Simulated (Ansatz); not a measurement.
# Dielectric response of PbF2 (111) films, part 4 of 4

Aim: the electronic and static ε of fluorite PbF2 (111) from films of three thicknesses in a field.

Ansatz 0.2.0; plane-wave DFT, PBEsol, Ansatz PAW.

So far. Step 16 (Relaxing the slab, 15 atoms, units 5): The gap is 4.11 eV, with the valence edge 6.51 eV and the conduction edge 2.40 eV under the upper vacuum level. Step 17 (Single point, 15 atoms, units 5, field 0.05 V/Å): The dipole is 0.0503 e·Å, and the gap on the mesh 4.001 eV.

## (18) Single point, 15 atoms, units 5, field -0.05 V/Å

File input.yaml:

```yaml
crystal:
  lattice:
    - [4.2002142813, 0.0, 0.0]
    - [-2.1001071406, 3.6374922689, 0.0]
    - [0.0, 0.0, 33.4325726954]
  atoms:
    - { symbol: F, position: [0.6666666667, 0.3333333333, 0.2799588649] }
    - { symbol: Pb, position: [0.3333333333, 0.6666666667, 0.2990279791] }
    - { symbol: F, position: [0.0, 0.0, 0.325653862] }
    - { symbol: F, position: [0.3333333333, 0.6666666667, 0.3715147511] }
    - { symbol: Pb, position: [0.0, 0.0, 0.398593031] }
    - { symbol: F, position: [0.6666666667, 0.3333333333, 0.4230643688] }
    - { symbol: F, position: [0.0, 0.0, 0.4755601937] }
    - { symbol: Pb, position: [0.6666666667, 0.3333333333, 0.4999999988] }
    - { symbol: F, position: [0.3333333333, 0.6666666667, 0.5244398066] }
    - { symbol: F, position: [0.6666666667, 0.3333333333, 0.5769356312] }
    - { symbol: Pb, position: [0.3333333333, 0.6666666667, 0.6014069678] }
    - { symbol: F, position: [0.0, 0.0, 0.6284852556] }
    - { symbol: F, position: [0.3333333333, 0.6666666667, 0.6743461491] }
    - { symbol: Pb, position: [0.0, 0.0, 0.7009720124] }
    - { symbol: F, position: [0.6666666667, 0.3333333333, 0.720041128] }
kpoints:
  mp_grid: { grid: [6, 6, 1] }
hamiltonian:
  xc: pbesol
scf:
  occupations: { method: fixed }
  convergence: { dr2_threshold: 1.0e-10 }
efield:
  axis: 3
  dipole_correction: true
  ramp_position: 0.97
  ramp_width: 0.06
  amplitude: -0.05
output:
  write_potential: true
  write_density: true
  volumetric_format: npy
```

Command:

```
$ ansatz run input.yaml --threads 4 --pin off --max-ram 6144MiB --backend cpu --events-out ev --progress --plain --runs-dir out
```

Numbers of over 12 decimals in the logs are rounded to 6 here.

The program printed:

```text
[...]
Crystal: 15 atoms, lattice volume = 510.791 Å³
Basis set: ecut = 420 eV, 9789 PW (Γ)
Bands: 85, of which v1, the nominal top of the filled ones, is band 70 counted from 1 (69 counted from 0)
Symmetry: 6 space group operations
k-points: 7 of 36 (time reversal used)
[...]
k-point 0: bands = [... 66 lower, -2.1539, -2.0582, -1.4065, -1.0353, 3.8336, 4.0388, 4.2976, 4.8735, ... 11 higher]
  k-point 1: bands = [... 66 lower, -1.9217, -1.6924, -1.2971, -1.0057, 3.9655, 4.1653, 4.3229, 4.6160, ... 11 higher]
  k-point 2: bands = [... 66 lower, -1.2976, -1.0896, -0.9626, -0.8154, 3.6965, 3.9785, 4.2966, 4.5281, ... 11 higher]
  k-point 6: bands = [... 66 lower, -0.8849, -0.8839, -0.6902, -0.4942, 4.6086, 4.6458, 4.7522, 4.9981, ... 11 higher]
[key lines of the parts left out:]
SCF converged after 14 iterations
Free energy (F): -66785.725814 eV
Fermi energy:    -0.494247 eV
Dipole field:    D = -0.017817 V/Å  (p = -0.050294 e·Å, saw-weighted, corrected)
```

Wall time 24 s (4 threads of Arm Neoverse N1, shared host); peak memory 1.2 GiB.

The dipole is -0.0503 e·Å, and the gap on the mesh 4.001 eV.

## (19) Response with the atoms held, 15 atoms, units 5

This step: plane-wave DFT, PBEsol, Ansatz PAW; response to a field along the normal, atoms held (Ansatz 0.2.0).

Local field over the applied field, running mean. From the potentials at -0.05 and 0.05 V/Å; running mean over 3.429 Å, taken twice. Table of local field over applied field by z:

```
z (Å)  local field over applied field
  5.0                           0.995
  7.5                           0.798
 10.0                           0.377
 12.5                           0.281
 15.0                           0.298
 17.5                           0.298
 20.0                           0.288
 22.5                           0.302
 25.0                           0.632
 27.5                           0.968
```

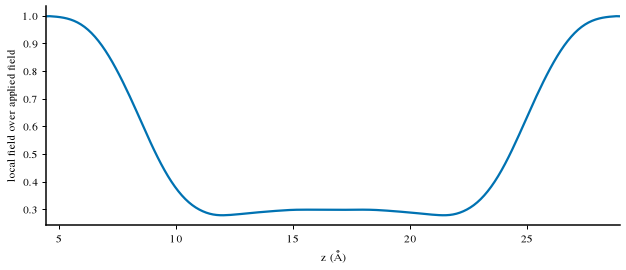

Local field over applied field, plotted against z.

The induced dipole is that of a conductor 11.91 Å thick.

## (20) Field on, atoms free, 15 atoms, units 5, field 0.05 V/Å

This step: plane-wave DFT, PBEsol, Ansatz PAW (Ansatz 0.2.0).

The same pair of relaxations in the field for this thickness.

Changes to input.yaml since step 18:

```diff
@@ -33,3 +33,6 @@
   ramp_width: 0.06
-  amplitude: -0.05
+  amplitude: 0.05
+relax:
+  f_tol: 0.0006
+  max_steps: 70
 output:
```

The program printed:

```text
[...]
Crystal: 15 atoms, lattice volume = 510.791 Å³
Basis set: ecut = 420 eV, 9789 PW (Γ), exchange–correlation on 60×60×450 points (8 copies of the dense FFT grid, shifted against one another)
Bands: 85, of which v1, the nominal top of the filled ones, is band 70 counted from 1 (69 counted from 0)
Symmetry: 6 space group operations
k-points: 7 of 36 (time reversal used)
[...]
- { symbol: Pb, position: [0.666667, 0.333333, 0.500094] }
    - { symbol: F, position: [0.333333, 0.666667, 0.524411] }
    - { symbol: F, position: [0.666667, 0.333333, 0.576911] }
    - { symbol: Pb, position: [0.333333, 0.666667, 0.601508] }
    - { symbol: F, position: [0, 0, 0.628506] }
    - { symbol: F, position: [0.333333, 0.666667, 0.674328] }
    - { symbol: Pb, position: [0, 0, 0.701066] }
    - { symbol: F, position: [0.666667, 0.333333, 0.719910] }
[key lines of the parts left out:]
SCF converged after 5 iterations
Free energy (F): -66785.725272 eV
Fermi energy:    -0.580998 eV
Dipole field:    D = 0.024328 V/Å  (p = 0.068672 e·Å, saw-weighted, corrected)
```

It took 87 s on 4 threads; peak memory 1.2 GiB; 5.7 min of CPU time.

The relaxation took 7 steps and lowered the energy by 4.6e-4 eV; the largest force on the free atoms ends at 4.3e-4 eV/Å.

The dipole is 0.0687 e·Å, and the gap on the mesh 4.098 eV.

## (21) Field on, atoms free, 15 atoms, units 5, field -0.05 V/Å

The opposite sign, again from the field-free geometry; the difference of the two cancels what relaxes without a field.

Changes to input.yaml since step 20:

```diff
@@ -33,3 +33,3 @@
   ramp_width: 0.06
-  amplitude: 0.05
+  amplitude: -0.05
 relax:
```

The program printed:

```text
[...]
Crystal: 15 atoms, lattice volume = 510.791 Å³
Basis set: ecut = 420 eV, 9789 PW (Γ), exchange–correlation on 60×60×450 points (8 copies of the dense FFT grid, shifted against one another)
Bands: 85, of which v1, the nominal top of the filled ones, is band 70 counted from 1 (69 counted from 0)
Symmetry: 6 space group operations
k-points: 7 of 36 (time reversal used)
[...]
- { symbol: Pb, position: [0.666667, 0.333333, 0.499907] }
    - { symbol: F, position: [0.333333, 0.666667, 0.524471] }
    - { symbol: F, position: [0.666667, 0.333333, 0.576959] }
    - { symbol: Pb, position: [0.333333, 0.666667, 0.601319] }
    - { symbol: F, position: [0, 0, 0.628488] }
    - { symbol: F, position: [0.333333, 0.666667, 0.674372] }
    - { symbol: Pb, position: [0, 0, 0.700902] }
    - { symbol: F, position: [0.666667, 0.333333, 0.720222] }
[key lines of the parts left out:]
SCF converged after 5 iterations
Free energy (F): -66785.725272 eV
Fermi energy:    -0.580843 eV
Dipole field:    D = -0.024321 V/Å  (p = -0.068654 e·Å, saw-weighted, corrected)
```

It took 90 s on 4 threads; peak memory 1.2 GiB.

The relaxation took 7 steps and lowered the energy by 4.6e-4 eV; the largest force on the free atoms ends at 3.0e-4 eV/Å.

The dipole is -0.0687 e·Å, and the gap on the mesh 4.098 eV.

## (22) Response with the atoms relaxed, 15 atoms, units 5

This step: plane-wave DFT, PBEsol, Ansatz PAW; response to a field along the normal, atoms relaxed (Ansatz 0.2.0).

Local field over the applied field, running mean. From the potentials at -0.05 and 0.05 V/Å; running mean over 3.429 Å, taken twice. Table of local field over applied field by z:

```
z (Å)  local field over applied field
    6                           0.943
    8                           0.585
   10                           0.131
   12                          0.0370
   14                          0.0352
   16                          0.0423
   18                          0.0376
   20                          0.0258
   22                          0.0516
   24                           0.292
   26                           0.732
   28                           0.972
```

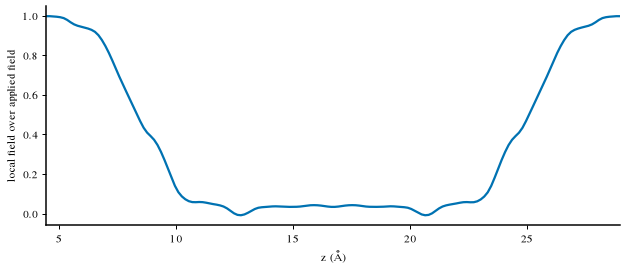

Local field over applied field, plotted against z.

The induced dipole is that of a conductor 16.26 Å thick.

## (23) Electronic ε from the series

This step: plane-wave DFT, PBEsol, Ansatz PAW; permittivity from the thickness series, atoms held (Ansatz 0.2.0).

Each added layer adds t(1 − 1/ε) to the dipole term, so the slope against thickness gives ε without a choice of where the film ends.

This step gave:

```
slope                : 0.7012
intercept of the fit : 1.585 Å
ε of the interior    : 3.346
```

Equivalent conductor thickness against distance between the outer atoms:

```
distance between the outer atoms (Å)  equivalent conductor thickness (Å)
                                4.49                                4.76
                                7.98                                7.15
                               14.71                                11.9
```

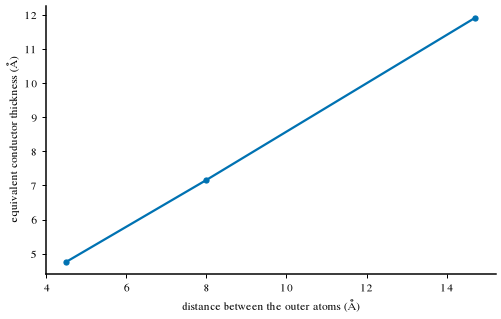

Equivalent conductor thickness against distance between the outer atoms.

By hand, from the thinnest and the thickest film: slope = (11.913 − 4.757) / (14.713 − 4.492) = 0.700, so ε = 1/(1 − 0.700) = 3.33.

## (24) Static ε from the series

This step: plane-wave DFT, PBEsol, Ansatz PAW; permittivity from the thickness series, atoms relaxed (Ansatz 0.2.0).

The same fit for the relaxed films. The nearer its slope lies to 1, the more ε hangs on small errors.

This step gave:

```
slope                : 0.9664
intercept of the fit : 2.050 Å
ε of the interior    : 29.74
```

Equivalent conductor thickness against distance between the outer atoms:

```
distance between the outer atoms (Å)  equivalent conductor thickness (Å)
                                4.49                                6.38
                                7.98                                9.78
                               14.71                                16.3
```

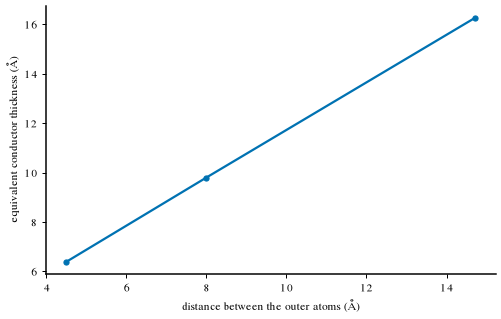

Equivalent conductor thickness against distance between the outer atoms.

By hand, from the thinnest and the thickest film: slope = (16.264 − 6.380) / (14.715 − 4.492) = 0.967, so ε = 1/(1 − 0.967) = 30.2. One nm of such a film has the capacitance of 3.9/30.2 = 0.13 nm of SiO₂ (its equivalent oxide thickness).

## (25) Varying the input

This step: plane-wave DFT, PBEsol, Ansatz PAW (Ansatz 0.2.0).

System of this step: PbF2 (111), 2 units. The cell holds 6 atoms: 4 F and 2 Pb. Cell: a = 4.200 Å, b = 4.200 Å, c = 23.144 Å, α = 90.0°, β = 90.0°, γ = 120.0°. It derives from PbF2 (fluorite PbF2). Vacuum lies along c.

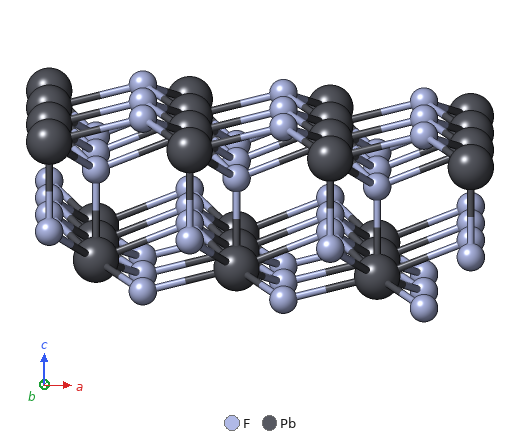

The cell of this step (fluorine light blue, lead dark grey). 3×3×1 cells are drawn. Some periodic images of atoms are drawn too.

A run with a changed input: it repeats the earlier run at 0.05 V/Å, 2 units with basis.xc_grid to 2, kpoints.mp_grid.grid from [6, 6, 1] to [5, 5, 1] and scf.algorithm to direct_min.

File input.yaml:

```yaml
crystal:
  lattice:
    - [4.2002142813, 0.0, 0.0]
    - [-2.1001071406, 3.6374922689, 0.0]
    - [0.0, 0.0, 23.1441908985]
  atoms:
    - { symbol: F, position: [0.6666666667, 0.3333333333, 0.4029559726] }
    - { symbol: Pb, position: [0.3333333333, 0.6666666667, 0.4288916748] }
    - { symbol: F, position: [0.0, 0.0, 0.4698773477] }
    - { symbol: F, position: [0.3333333333, 0.6666666667, 0.5301226704] }
    - { symbol: Pb, position: [0.0, 0.0, 0.5711083111] }
    - { symbol: F, position: [0.6666666667, 0.3333333333, 0.5970440234] }
kpoints:
  mp_grid: { grid: [5, 5, 1] }
hamiltonian:
  xc: pbesol
scf:
  occupations: { method: fixed }
  convergence: { dr2_threshold: 1.0e-10 }
  algorithm: direct_min
efield:
  axis: 3
  dipole_correction: true
  ramp_position: 0.97
  ramp_width: 0.06
  amplitude: 0.05
output:
  write_potential: true
  write_density: true
  volumetric_format: npy
basis:
  xc_grid: 2
```

The program printed:

```text
[...]
davidson cushion auto → on  (no smearing: the cushion is to keep the highest requested band from converging to the state above it; pin scf.eigensolver.cushion to override)
Crystal: 6 atoms, lattice volume = 353.603 Å³
Basis set: ecut = 420 eV, 6815 PW (Γ), exchange–correlation on 60×60×320 points (8 copies of the dense FFT grid, shifted against one another)
Bands: 34, of which v1, the nominal top of the filled ones, is band 28 counted from 1 (27 counted from 0)
Symmetry: 6 space group operations
k-points: 5 of 25 (time reversal used)
[...]
SCF iter   3: F=—  HF=-26714.156507 eV  |F-HF|=—  |Δ(HF+E_count)|=    1.15e0  Δρ=1.13e-2  dr2=2.95e-1  ethr=4.58e-4  p=0.020 e·Å  D=1.04e-2 V/Å  ΔV_dip=-0.24 eV  dr2_dipole=2.55e-6  V_vac-E_F(+/−)=6.84/6.02 eV  ⟨swp⟩=5.8  Hψ=849  notcnv=0  defer=1
eigensolver tolerance schedule calibrated: the retry pair's looser diagonalisation under-reported the residual by θ = 0.13 (0.10/decade); ethr = c·dr2/N_el runs at the constant in force after the calibration composes with the one it found (an armed cap, an earlier calibration), c = 9.3e-2
SCF iter   4: F=—  HF=-26714.078454 eV  |F-HF|=—  |Δ(HF+E_count)|=   7.81e-2  Δρ=1.74e-3  dr2=1.97e-2  ethr=4.58e-4  p=0.022 e·Å  D=1.12e-2 V/Å  ΔV_dip=-0.26 eV  dr2_dipole=1.05e-5  V_vac-E_F(+/−)=6.89/6.09 eV  ⟨swp⟩=2.8  Hψ=384  notcnv=0  defer=1
[...]
SCF iter  13: F=-26714.073370 eV  HF=-26714.073370 eV  |F-HF|=1.82e-11  |Δ(HF+E_count)|=  1.46e-11  Δρ=4.74e-8  dr2=6.92e-12  ethr=1.00e-12  p=0.020 e·Å  D=1.03e-2 V/Å  ΔV_dip=-0.24 eV  dr2_dipole=2.60e-13  V_vac-E_F(+/−)=6.84/6.02 eV  ⟨swp⟩=2.2  Hψ=376  notcnv=0
SCF 1 converged in 13 iterations: F = -26714.073370 eV  dr2 = 6.92e-12
[...]
SCF converged after 13 iterations
[...]
Free energy (F): -26714.073370 eV
[...]
Internal energy: -26714.073370 eV  (E = F + TS)
E sigma→0 (E₀):  -26714.073370 eV
Fermi energy:    -3.089706 eV
Dipole field:    D = 0.010276 V/Å  (p = 0.020081 e·Å, saw-weighted, corrected)
Work function:   not extracted (applied field tilts the vacuum); planar V_es + V_field profile in the machine report
[...]
--- Band table (eV; the first three rows and the last of 5) ---
  k-point 0: bands = [... 24 lower, -5.1636, -4.8325, -4.7668, -4.2570, 1.4403, 1.9671, 3.1828, 3.7444, ... 2 higher]
  k-point 1: bands = [... 24 lower, -4.8193, -4.7299, -4.3046, -3.8242, 1.6865, 1.9824, 2.7606, 3.6407, ... 2 higher]
  k-point 2: bands = [... 24 lower, -4.7184, -4.6072, -3.4478, -3.2208, 1.5223, 2.1764, 2.6292, 3.2966, ... 2 higher]
  k-point 4: bands = [... 24 lower, -4.6631, -4.5494, -3.1668, -3.0897, 1.9978, 2.4213, 2.9589, 3.1878, ... 2 higher]
```

The job ended after 15 s (4 threads; peak memory 0.63 GiB).

```
                     quantity  this run  earlier run  difference
dipole along the normal (e·Å)   0.02008      0.02008     -1.2e-6
       gap on the k-mesh (eV)     4.530        4.496       0.034
```

What moves beyond 0.01 in its unit (for the dipole 0.5 % and 5e-5 e·Å): gap on the k-mesh (+0.0341 eV).

The change shows in the results, which are not taken further.

## (26) A changed input

Another changed input: it repeats the earlier run at 0.05 V/Å, 2 units with efield.dipole_correction from true to false.

Changes to input.yaml since step 25:

```diff
@@ -13,3 +13,3 @@
 kpoints:
-  mp_grid: { grid: [5, 5, 1] }
+  mp_grid: { grid: [6, 6, 1] }
 hamiltonian:
@@ -19,6 +19,5 @@
   convergence: { dr2_threshold: 1.0e-10 }
-  algorithm: direct_min
 efield:
   axis: 3
-  dipole_correction: true
+  dipole_correction: false
   ramp_position: 0.97
@@ -30,3 +29 @@
   volumetric_format: npy
-basis:
-  xc_grid: 2
```

The program printed:

```text
[...]
Crystal: 6 atoms, lattice volume = 353.603 Å³
Basis set: ecut = 420 eV, 6815 PW (Γ)
Bands: 34, of which v1, the nominal top of the filled ones, is band 28 counted from 1 (27 counted from 0)
Symmetry: 6 space group operations
k-points: 7 of 36 (time reversal used)
[...]
SCF iter   1: F=—  HF=-26714.107069 eV  |F-HF|=—  |Δ(HF+E_count)|=         —  Δρ=7.65e-3  dr2=1.46e-1  ethr=1.77e-3  p=-0.000 e·Å  V_vac-E_F(+/−)=6.83/5.80 eV  ⟨swp⟩=5.1  Hψ=975  notcnv=0  defer=26
[...]
SCF iter  11: F=-26714.073706 eV  HF=-26714.073706 eV  |F-HF|=1.46e-11  |Δ(HF+E_count)|=  4.40e-10  Δρ=1.42e-7  dr2=6.18e-11  ethr=1.00e-12  p=0.025 e·Å  V_vac-E_F(+/−)=6.90/5.90 eV  ⟨swp⟩=10.9  Hψ=957  notcnv=0
SCF 1 converged in 11 iterations: F = -26714.073706 eV  dr2 = 6.18e-11
[...]
SCF converged after 11 iterations
Free energy (F): -26714.073706 eV
[...]
Internal energy: -26714.073706 eV  (E = F + TS)
E sigma→0 (E₀):  -26714.073706 eV
Fermi energy:    -3.050273 eV
Dipole field:    D = 0.012936 V/Å  (p = 0.025278 e·Å, saw-weighted)
Work function:   not extracted (applied field tilts the vacuum); planar V_es + V_field profile in the machine report
[...]
--- Band table (eV; the first three rows and the last of 7) ---
  k-point 0: bands = [... 24 lower, -5.1611, -4.8410, -4.7588, -4.2572, 1.4371, 1.9670, 3.1175, 3.7437, ... 2 higher]
  k-point 1: bands = [... 24 lower, -4.8598, -4.7410, -4.4578, -3.9406, 1.6222, 1.9753, 2.9198, 3.4662, ... 2 higher]
  k-point 2: bands = [... 24 lower, -4.7662, -4.6271, -3.6800, -3.3744, 1.6266, 2.2322, 2.4060, 3.4161, ... 2 higher]
  k-point 6: bands = [... 24 lower, -4.6799, -4.5287, -3.1083, -3.0503, 2.5586, 2.5911, 2.9466, 3.0248, ... 2 higher]
```

Wall time 5 s (4 threads); peak memory 0.65 GiB; 18 s of CPU time.

```
                     quantity  this run  earlier run  difference
dipole along the normal (e·Å)   0.02528      0.02008      0.0052
       gap on the k-mesh (eV)     4.487        4.496     -0.0085
```

With the dipole correction off, the periodic images add a field of their own to the typed one.

What moves beyond 0.01 in its unit (for the dipole 0.5 % and 5e-5 e·Å): dipole along the normal (+0.0052 e·Å).

These numbers are not those of the isolated slab.

## (27) What came out

| Quantity | Value |
| --- | --- |
| electronic ε from the thickness series | 3.35 |
| static ε from the thickness series | 29.7 |
| local electronic ε, middle of 5 units | 3.36 |

In words: The films give an electronic ε of 3.35 and a static ε of 29.7. The slope of the series and the field inside the thickest film give 3.35 and 3.36, in agreement. Ions raise ε from 3.35 to 29.7. A static value this large rests on a slope near 1, so small errors in the relaxed forces change it much, and it depends strongly on the in-plane lattice constant. The in-plane lattice constants are held at typed bulk values. Semilocal functionals tend to overestimate the electronic ε a little.

[Logs are printed without paths, hosts, clocks, repeated set-up lines and the standing remarks that a program may print on its own settings, such as how far it seeks lower states.]

[Hosts, paths, dates, database ids (printed as entryN), source tags and the programs' standing remarks are cut or masked in the printed files.]

[Maps of the electrostatic potential energy from Ansatz leave out the sawtooth potential of an applied field or a dipole correction, so their vacuum need not be flat; planar profiles and work functions include it.]
